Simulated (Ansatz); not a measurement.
**Geometry relaxation of ZnSiP2 (part 1 of 2)**

The run: geometry relaxation of ZnSiP2 (8 atoms in the cell). Method and program: DFT r2SCAN, scalar-relativistic, plane waves, PAW, no spin polarisation (Ansatz 0.2.0).

The structure derives from a Materials Project entry.

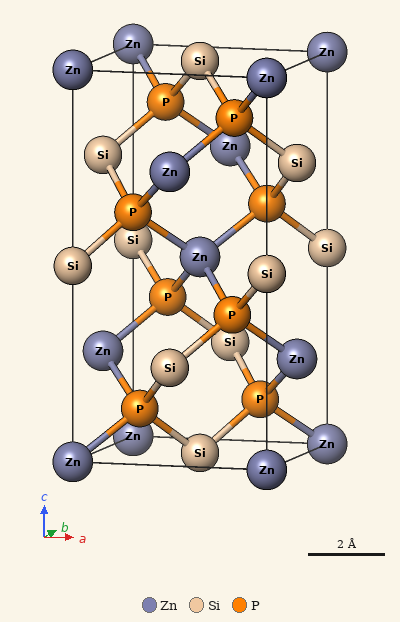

The structure as given in the input (ball-and-stick view of the cell 2 times as large as that of the calculation, set on its symmetry axes, seen slightly off an axis). An atom can appear more than once, as a periodic image. Near neighbours in the periodic cell (some may lie outside the picture): Zn has 4 P at 2.36 Å; Si has 4 P at 2.25 Å; P has 2 Si at 2.25 Å and 2 Zn at 2.36 Å.

### Key numbers

| quantity | value |
| --- | --- |
| outcome | converged |
| space group (tolerance 0.01 Å) | I-42d (122) |
| electrons treated | 52 |
| free energy | −10969.3658 eV |
| Fermi energy | 7.483 eV |
| gap on the k-point mesh | 1.56 eV |
| pressure | −0.01 GPa |
| final volume | 151.33 Å³ |
| largest force (length of the vector) at the end | 0.001 eV/Å |
| final cell | a = 6.469 Å, b = 6.469 Å, c = 6.469 Å, α = 130.89°, β = 130.89°, γ = 72.00° |
| hardware | 2 threads of Intel Xeon (Sapphire Rapids), 192 GiB of memory available, shared host |
| wall time | 2.2 min (CPU time 4.3 min) |
| peak memory | 1 GiB |

### Input file
```yaml
crystal:
  lattice:
    - [-2.6867032364, 2.6867032364, 5.2300306318]
    - [2.6867032364, -2.6867032364, 5.2300306318]
    - [2.6867032364, 2.6867032364, -5.2300306318]
  atoms:
    - { symbol: Zn, position: [0.0, 0.0, 0.0] }
    - { symbol: Zn, position: [0.75, 0.25, 0.5] }
    - { symbol: Si, position: [0.5, 0.5, 0.0] }
    - { symbol: Si, position: [0.25, 0.75, 0.5] }
    - { symbol: P, position: [0.375, 0.3923012, 0.5173012] }
    - { symbol: P, position: [0.875, 0.8576988, 0.4826988] }
    - { symbol: P, position: [0.6076988, 0.125, 0.9826988] }
    - { symbol: P, position: [0.1423012, 0.625, 0.0173012] }
basis:
  ecutwfc: 500
kpoints:
  mp_grid: { grid: [8, 8, 8] }
hamiltonian:
  xc: r2scan
scf:
  occupations: { method: gaussian, width: 0.02 }
output:
  forces: true
  stress: true
  eigenvalues: true
  write_density: true
  write_potential: true
  elf: true
  volumetric_format: npy
relax:
  adjacent_minimum: "off"
  f_tol: 0.005
  max_steps: 80
  cell: { stress_tol: 0.05 }
```

Run as:
```bash
ansatz run input.yaml --threads 2 --pin off --max-ram 5120MiB --backend cpu --events-out ev --progress --plain --runs-dir out
```

### Output
```
Engine: ansatz 0.2.0, x86_64-unknown-linux-gnu
Pseudopotentials: kind: paw
Pseudopotential: Zn, paw, valence charge 12, recommended cutoff 500 eV (meta_gga), Zn.paw.azcp
Pseudopotential: Si, paw, valence charge 4, recommended cutoff 500 eV (meta_gga), Si.paw.azcp
Pseudopotential: P, paw, valence charge 5, recommended cutoff 500 eV (meta_gga), P.paw.azcp
Functional definition: r2SCAN
  parameter k0 = 0.174
  parameter k1 = 0.065
  parameter a1 = 4.9479
  exchange = r2scan_x(k0 = k0, k1 = k1, a1 = a1)
  correlation = r2scan_c
Crystal: 8 atoms, lattice volume = 151.009 Å³
Basis set: ecut = 500 eV, 3803 PW (Γ), exchange–correlation on 192×192×192 points (64 copies of the dense FFT grid, shifted against one another)
Bands: 34, of which v1, the nominal top of the filled ones, is band 26 counted from 1 (25 counted from 0)
Symmetry: 8 space group operations
Space group: I-42d (ITA 122), of the structure as read, at distance tolerance 5.3e-5 Å
k-points: 59 of 512 (time reversal used)
Non-local potential: Zn, projectors of the file, l = 0: 2, l = 1: 2, l = 2: 3, l = 3: 1
Non-local potential: Si, projectors of the file, l = 0: 2, l = 1: 2, l = 2: 2
Non-local potential: P, projectors of the file, l = 0: 2, l = 1: 2, l = 2: 2
PAW form: soft (Blöchl's): semilocal exchange-correlation on the pseudo side does not see the compensation charge
PAW frozen core: Zn, regenerated for the run's functional (the file was generated under x = pbe(κ = 0.804, μ = 0.2195149727645171), c = pbe(β = 0.06672455060314922))
PAW frozen core: Si, regenerated for the run's functional (the file was generated under x = pbe(κ = 0.804, μ = 0.2195149727645171), c = pbe(β = 0.06672455060314922))
PAW frozen core: P, regenerated for the run's functional (the file was generated under x = pbe(κ = 0.804, μ = 0.2195149727645171), c = pbe(β = 0.06672455060314922))
PAW one-centre angular grid: Zn, 590 points (default); XC on 261 of its mesh's 2673 points in the sphere
PAW one-centre angular grid: Si, 302 points (default); XC on 160 Gauss nodes
PAW one-centre angular grid: P, 302 points (default); XC on 160 Gauss nodes
Initial density: superposition of atomic densities (neutral atoms: chi_scale 0, normalization atom), corrected by the library's trained network
Initial wavefunctions: pseudopotential atomic-orbital guess
Functional: x = r2scan, c = r2scan; τ floored in thin density (d = 2e-4 eV/Å³)
SCF iter   1: F=—  HF=-10969.340786 eV  |F-HF|=—  |Δ(HF+E_count)|=         —  Δρ=1.12e-2  dr2=1.33e-1  dr2_τ=4.69e-2  ethr=1.77e-3  ⟨swp⟩=9.3  Hψ=11693  notcnv=0  defer=2
preconditioner: auto → Resta (q_TF=auto, 2.284 Å⁻¹)  ε∞=5.7  [insulator: Δε(μ)=1.539 eV  Ē_g=10.060 eV  σ=0.020 eV  W_gap=1.00  n_scr=30 (ndim 8)  ℏωp=21.8 eV  f_vac=0.000  D(μ)=0.00/eV (n_scr^D=0)  ε∞_Penn≈5.7]
SCF iter   2: F=—  HF=-10969.373267 eV  |F-HF|=—  |Δ(HF+E_count)|=   3.25e-2  Δρ=2.74e-3  dr2=8.82e-3  dr2_τ=5.01e-4  ethr=2.57e-4  ⟨swp⟩=2.9  Hψ=4276  notcnv=0  defer=158
SCF iter   3: F=—  HF=-10969.366494 eV  |F-HF|=—  |Δ(HF+E_count)|=   6.77e-3  Δρ=2.48e-3  dr2=6.72e-3  dr2_τ=4.19e-5  ethr=1.70e-5  ⟨swp⟩=2.7  Hψ=3583  notcnv=0  defer=158
SCF iter   4: F=—  HF=-10969.365378 eV  |F-HF|=—  |Δ(HF+E_count)|=   1.12e-3  Δρ=5.15e-4  dr2=2.83e-4  dr2_τ=5.02e-6  ethr=1.29e-5  ⟨swp⟩=3.0  Hψ=3669  notcnv=0  defer=158
SCF iter   5: F=—  HF=-10969.365362 eV  |F-HF|=—  |Δ(HF+E_count)|=   1.60e-5  Δρ=1.43e-4  dr2=2.50e-5  dr2_τ=1.24e-6  ethr=5.43e-7  ⟨swp⟩=3.0  Hψ=3386  notcnv=0  defer=158
SCF iter   6: F=—  HF=-10969.365371 eV  |F-HF|=—  |Δ(HF+E_count)|=   8.77e-6  Δρ=2.67e-5  dr2=8.49e-7  dr2_τ=2.02e-8  ethr=4.81e-8  ⟨swp⟩=2.3  Hψ=3185  notcnv=0  defer=158
SCF iter   7: F=-10969.365371 eV  HF=-10969.365371 eV  |F-HF|=5.24e-8  |Δ(HF+E_count)|=   3.45e-7  Δρ=9.04e-6  dr2=8.76e-8  dr2_τ=1.03e-9  ethr=1.92e-10  ⟨swp⟩=18.0  Hψ=18378  notcnv=0
SCF 1 converged in 7 iterations: F = -10969.365371 eV  dr2 = 8.76e-8
  greatest PAW one-centre occupation: 0.981 electrons in one spin orbital (limit 2), on the Zn atom at site 0 (counted from 0), in its partial waves of l = 2
relax step   1: F+E_penalty+E_count = -10969.36537109 eV  Δ(F+E_penalty+E_count) = +0.000e0 eV  max|allowed force component| = 3.871e-2 eV/Å  Δτ_max = 0.0000 Å  P = +0.226 GPa  Ω = 151.009 Å³  (7 SCF iters, dr2 threshold 1.00e-7 eV, accepted)
Crystal: 8 atoms, lattice volume = 151.232 Å³
Basis set: ecut = 500 eV, 3819 PW (Γ), exchange–correlation on 192×192×192 points (64 copies of the dense FFT grid, shifted against one another)
Initial density: handed on by an earlier stage of this run
Initial wavefunctions: those handed on with the density
iter 1 solved again at ethr=7.39e-8 eV; its pass at ethr=3.10e-3 eV (dr2=3.84e-5 eV) is discarded
SCF iter   1: F=—  HF=-10969.365659 eV  |F-HF|=—  |Δ(HF+E_count)|=         —  Δρ=1.42e-4  dr2=4.24e-5  dr2_τ=2.72e-5  ethr=7.39e-8  ⟨swp⟩=3.3  Hψ=10857  notcnv=0
preconditioner: auto → Resta (q_TF=auto, 2.284 Å⁻¹)  ε∞=5.9  [insulator: Δε(μ)=1.553 eV  Ē_g=9.882 eV  σ=0.020 eV  W_gap=1.00  n_scr=30 (ndim 8)  ℏωp=21.8 eV  f_vac=0.000  D(μ)=0.00/eV (n_scr^D=0)  ε∞_Penn≈5.9]
SCF iter   2: F=—  HF=-10969.365720 eV  |F-HF|=—  |Δ(HF+E_count)|=   6.15e-5  Δρ=9.02e-5  dr2=1.59e-5  dr2_τ=7.09e-8  ethr=7.39e-8  ⟨swp⟩=2.0  Hψ=3452  notcnv=0
SCF iter   3: F=—  HF=-10969.365720 eV  |F-HF|=—  |Δ(HF+E_count)|=   1.45e-7  Δρ=6.43e-5  dr2=3.14e-6  dr2_τ=6.52e-8  ethr=3.06e-8  ⟨swp⟩=2.0  Hψ=3439  notcnv=0
SCF iter   4: F=—  HF=-10969.365718 eV  |F-HF|=—  |Δ(HF+E_count)|=   1.90e-6  Δρ=1.16e-5  dr2=3.43e-7  dr2_τ=1.68e-8  ethr=6.04e-9  ⟨swp⟩=2.0  Hψ=3296  notcnv=0
SCF iter   5: F=-10969.365718 eV  HF=-10969.365718 eV  |F-HF|=9.53e-9  |Δ(HF+E_count)|=   5.53e-8  Δρ=5.14e-6  dr2=4.96e-8  dr2_τ=7.20e-10  ethr=2.70e-10  ⟨swp⟩=11.7  Hψ=15650  notcnv=0
SCF 2 converged in 5 iterations: F = -10969.365718 eV  dr2 = 4.96e-8
  greatest PAW one-centre occupation: 0.981 electrons in one spin orbital (limit 2), on the Zn atom at site 1 (counted from 0), in its partial waves of l = 2
relax step   2: F+E_penalty+E_count = -10969.36571806 eV  Δ(F+E_penalty+E_count) = -3.470e-4 eV  max|allowed force component| = 1.193e-2 eV/Å  Δτ_max = 0.0017 Å  P = +0.066 GPa  Ω = 151.232 Å³  energy of the carried Pulay correction = -3.132e-5 eV  (5 SCF iters, dr2 threshold 1.40e-7 eV, accepted)
Crystal: 8 atoms, lattice volume = 151.334 Å³
iter 1 solved again at ethr=1.97e-8 eV; its pass at ethr=3.10e-3 eV (dr2=1.02e-5 eV) is discarded
SCF iter   1: F=—  HF=-10969.365732 eV  |F-HF|=—  |Δ(HF+E_count)|=         —  Δρ=6.93e-5  dr2=1.09e-5  dr2_τ=6.14e-6  ethr=1.97e-8  ⟨swp⟩=3.3  Hψ=10880  notcnv=0
preconditioner: auto → Resta (q_TF=auto, 2.283 Å⁻¹)  ε∞=5.9  [insulator: Δε(μ)=1.556 eV  Ē_g=9.879 eV  σ=0.020 eV  W_gap=1.00  n_scr=30 (ndim 8)  ℏωp=21.8 eV  f_vac=0.000  D(μ)=0.00/eV (n_scr^D=0)  ε∞_Penn≈5.9]
SCF iter   2: F=—  HF=-10969.365746 eV  |F-HF|=—  |Δ(HF+E_count)|=   1.48e-5  Δρ=4.59e-5  dr2=4.23e-6  dr2_τ=1.70e-8  ethr=1.97e-8  ⟨swp⟩=2.2  Hψ=3447  notcnv=0
SCF iter   3: F=—  HF=-10969.365747 eV  |F-HF|=—  |Δ(HF+E_count)|=   7.07e-8  Δρ=3.14e-5  dr2=7.32e-7  dr2_τ=1.60e-8  ethr=8.14e-9  ⟨swp⟩=2.0  Hψ=3428  notcnv=0
SCF iter   4: F=—  HF=-10969.365746 eV  |F-HF|=—  |Δ(HF+E_count)|=   4.43e-7  Δρ=6.02e-6  dr2=9.35e-8  dr2_τ=3.94e-9  ethr=1.41e-9  ⟨swp⟩=2.0  Hψ=3296  notcnv=0
SCF iter   5: F=-10969.365746 eV  HF=-10969.365746 eV  |F-HF|=3.58e-9  |Δ(HF+E_count)|=   1.35e-8  Δρ=2.66e-6  dr2=1.34e-8  dr2_τ=1.76e-10  ethr=3.30e-11  ⟨swp⟩=9.5  Hψ=16637  notcnv=0
SCF 3 converged in 5 iterations: F = -10969.365746 eV  dr2 = 1.34e-8
relax step   3: F+E_penalty+E_count = -10969.36574610 eV  Δ(F+E_penalty+E_count) = -2.804e-5 eV  max|allowed force component| = 1.015e-3 eV/Å  Δτ_max = 0.0008 Å  P = -0.006 GPa  Ω = 151.334 Å³  energy of the carried Pulay correction = -4.563e-5 eV  (5 SCF iters, dr2 threshold 1.72e-8 eV, accepted)
Initial wavefunctions: pseudopotential atomic-orbital guess (no wavefunctions were taken with the density)
iter 1 solved again at ethr=2.32e-7 eV; its pass at ethr=3.10e-3 eV (dr2=1.21e-4 eV) is discarded
SCF iter   1: F=—  HF=-10969.365756 eV  |F-HF|=—  |Δ(HF+E_count)|=         —  Δρ=4.22e-5  dr2=7.34e-8  dr2_τ=1.07e-9  ethr=2.32e-7  ⟨swp⟩=4.1  Hψ=18120  notcnv=0
eigensolver tolerance schedule: the retry pair's looser diagonalisation over-reported the residual by 1645.26 of it (diagonalisation noise at 0.14 of the residual, at the tolerance the schedule requests for it); recorded, not acted on — ethr = c·dr2/N_el stays at c = 1.0e-1
preconditioner: auto → Resta (q_TF=auto, 2.283 Å⁻¹)  ε∞=5.9  [insulator: Δε(μ)=1.556 eV  Ē_g=9.878 eV  σ=0.020 eV  W_gap=1.00  n_scr=30 (ndim 8)  ℏωp=21.8 eV  f_vac=0.000  D(μ)=0.00/eV (n_scr^D=0)  ε∞_Penn≈5.9]
SCF iter   2: F=—  HF=-10969.365785 eV  |F-HF|=—  |Δ(HF+E_count)|=   2.92e-5  Δρ=2.13e-5  dr2=1.96e-8  dr2_τ=1.61e-7  ethr=1.41e-10  ⟨swp⟩=3.3  Hψ=4166  notcnv=0
SCF iter   3: F=—  HF=-10969.365790 eV  |F-HF|=—  |Δ(HF+E_count)|=   4.69e-6  Δρ=2.49e-6  dr2=1.71e-9  dr2_τ=2.25e-9  ethr=3.77e-11  ⟨swp⟩=2.1  Hψ=3544  notcnv=0
SCF iter   4: F=—  HF=-10969.365790 eV  |F-HF|=—  |Δ(HF+E_count)|=   6.09e-8  Δρ=6.92e-7  dr2=5.30e-10  dr2_τ=5.92e-11  ethr=3.29e-12  ⟨swp⟩=2.1  Hψ=3553  notcnv=0
SCF iter   5: F=—  HF=-10969.365790 eV  |F-HF|=—  |Δ(HF+E_count)|=  4.93e-10  Δρ=4.74e-7  dr2=1.99e-10  dr2_τ=5.28e-11  ethr=1.02e-12  ⟨swp⟩=2.0  Hψ=3193  notcnv=0
SCF iter   6: F=-10969.365790 eV  HF=-10969.365790 eV  |F-HF|=3.09e-11  |Δ(HF+E_count)|=   1.19e-9  Δρ=7.24e-8  dr2=5.90e-12  dr2_τ=1.44e-12  ethr=1.00e-12  ⟨swp⟩=8.1  Hψ=11731  notcnv=0
SCF 4 converged in 6 iterations: F = -10969.365790 eV  dr2 = 5.90e-12
relax step   4: F+E_penalty+E_count = -10969.36579023 eV  Δ(F+E_penalty+E_count) = -4.413e-5 eV  max|allowed force component| = 1.015e-3 eV/Å  Δτ_max = 0.0000 Å  P = -0.006 GPa  Ω = 151.334 Å³  stress off target by 1.02e-2 GPa  SCF on the basis re-selected at this cell (its energy is not comparable with the rows above)  (6 SCF iters)
```

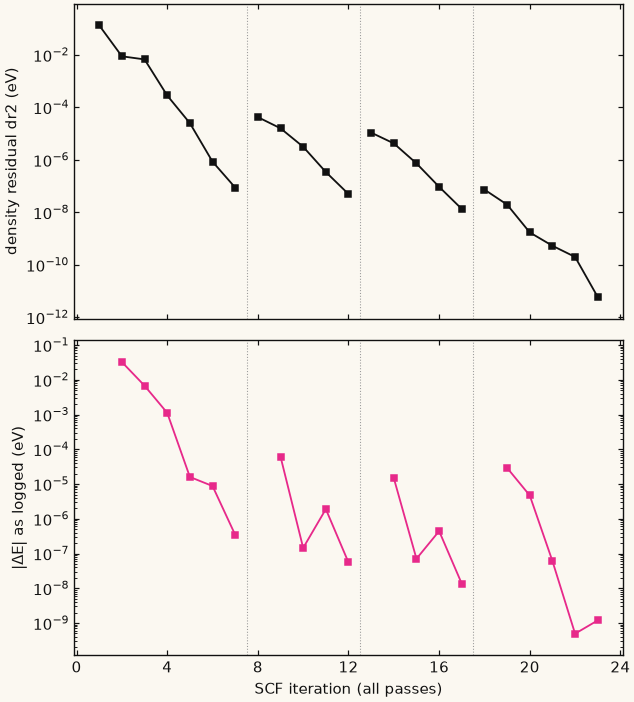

Convergence of the self-consistent field: density residual dr2 and size of the energy change against the SCF iteration. The dotted lines part the SCF passes of the relaxation: geometry steps, rejected trials and re-solves on a re-selected basis. The passes take 7, 5, 5 and 6 iterations.

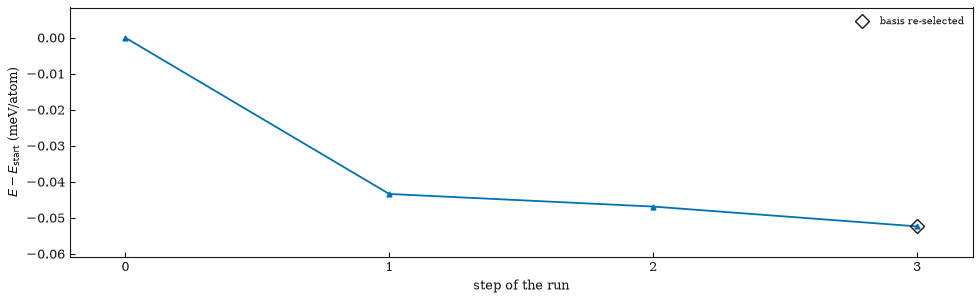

Progress of the relaxation, step by step (the first geometry is step 0 here and step 1 in the log). The energy falls by next to nothing (0.0 meV per atom) in 2 geometry steps. Largest force component: 0.039 eV/Å at the start, 0.001 eV/Å at the end. The pressure goes from 0.23 to −0.01 GPa. No atom moves by more than 0.005 Å relative to the cell. A last SCF at the same geometry on a re-selected plane-wave basis shifts the energy by next to nothing (0.0 meV per atom).
